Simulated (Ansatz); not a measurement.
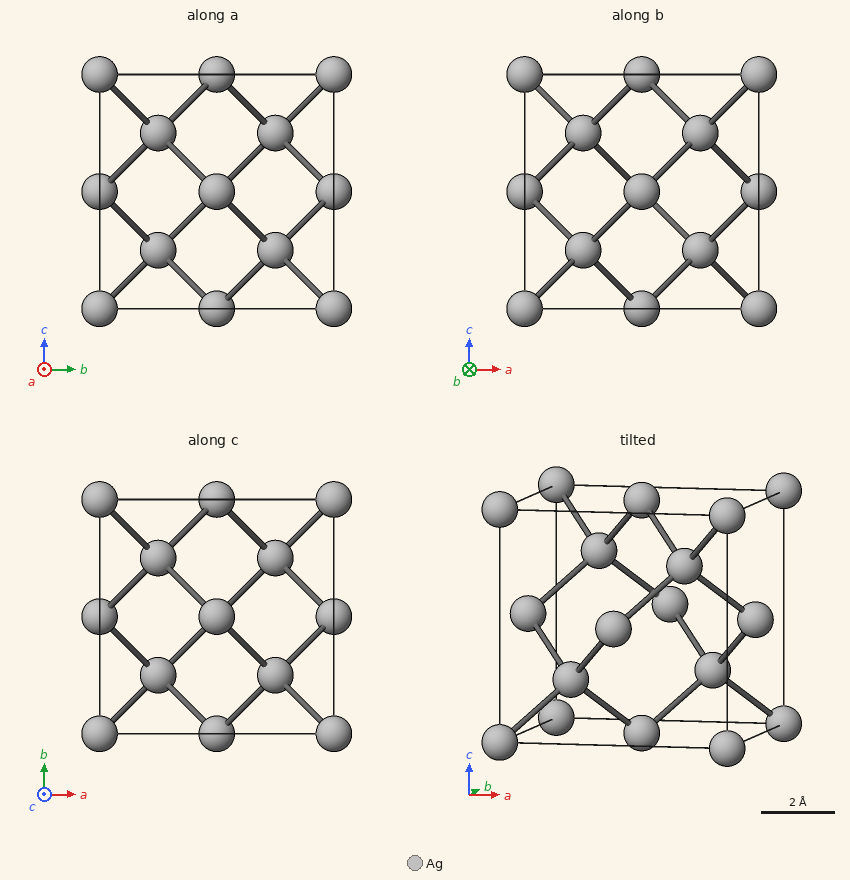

Ball-and-stick representation of a periodic structure, projected along the a axis, along the b axis, along the c axis and slightly off an axis. The wireframe shows the conventional unit cell.

Lattice parameters: a = 6.4951 Å, b = 6.4951 Å, c = 6.4951 Å, α = 90.000°, β = 90.000°, γ = 90.000°.

Q: From the views, write a CIF with its space group and independent sites.

A:
```cif
data_structure
_symmetry_space_group_name_H-M 'F d -3 m :1'
_symmetry_Int_Tables_number 227
_cell_length_a 6.4951
_cell_length_b 6.4951
_cell_length_c 6.4951
_cell_angle_alpha 90.000
_cell_angle_beta 90.000
_cell_angle_gamma 90.000
_cell_volume 274.00
loop_
_atom_site_label
_atom_site_type_symbol
_atom_site_symmetry_multiplicity
_atom_site_Wyckoff_symbol
_atom_site_fract_x
_atom_site_fract_y
_atom_site_fract_z
_atom_site_occupancy
Ag1 Ag 8 a 0.2500 0.7500 0.7500 1
```

Its origin is a structure type filled with this element by a generator (whether the element takes this form wasn't checked). Earlier steps of the study may have refined or changed the cell and positions. A calculation with Ansatz used it as input.
